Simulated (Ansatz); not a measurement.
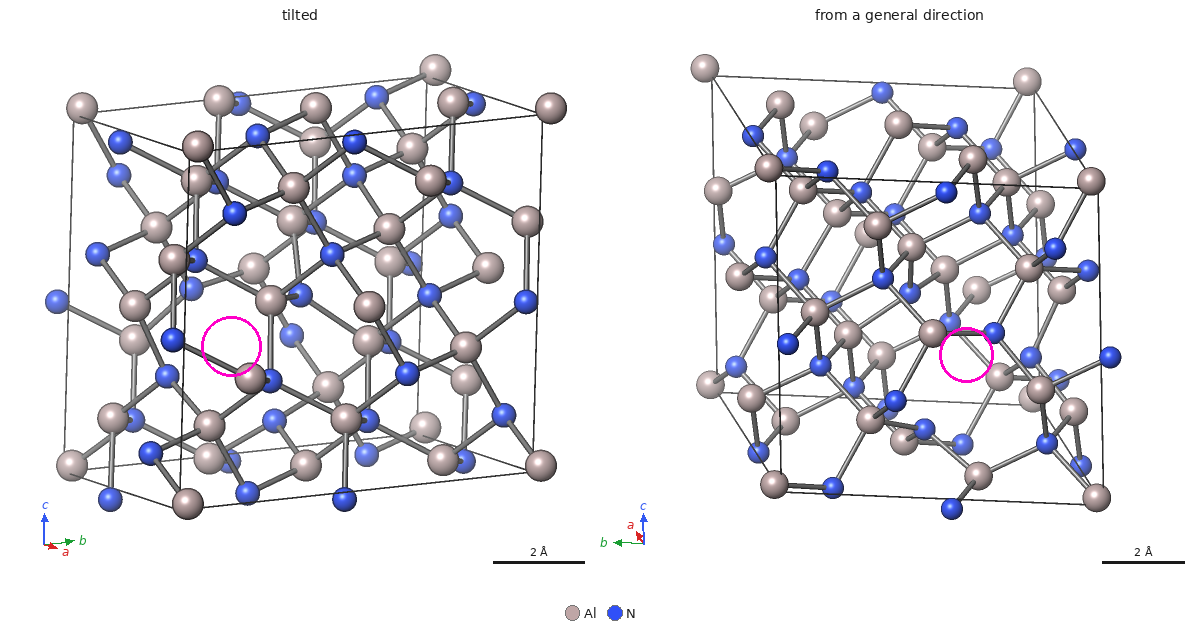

Structure drawing (ball-and-stick), viewed slightly off an axis and from a general direction. The lines enclose the supercell; boundary atoms appear with their images. The host is AlN, in a cell of 48 sites, and the cell carries a charge of -1. A ring marks the defect's site.

Spot the defect.

An aluminium vacancy. Around the empty site lie four N at about 2.1 to 2.2 Å.

The atoms were relaxed in the host's cell with Ansatz 0.2.0, DFT PBE, scalar-relativistic, plane waves, PAW.
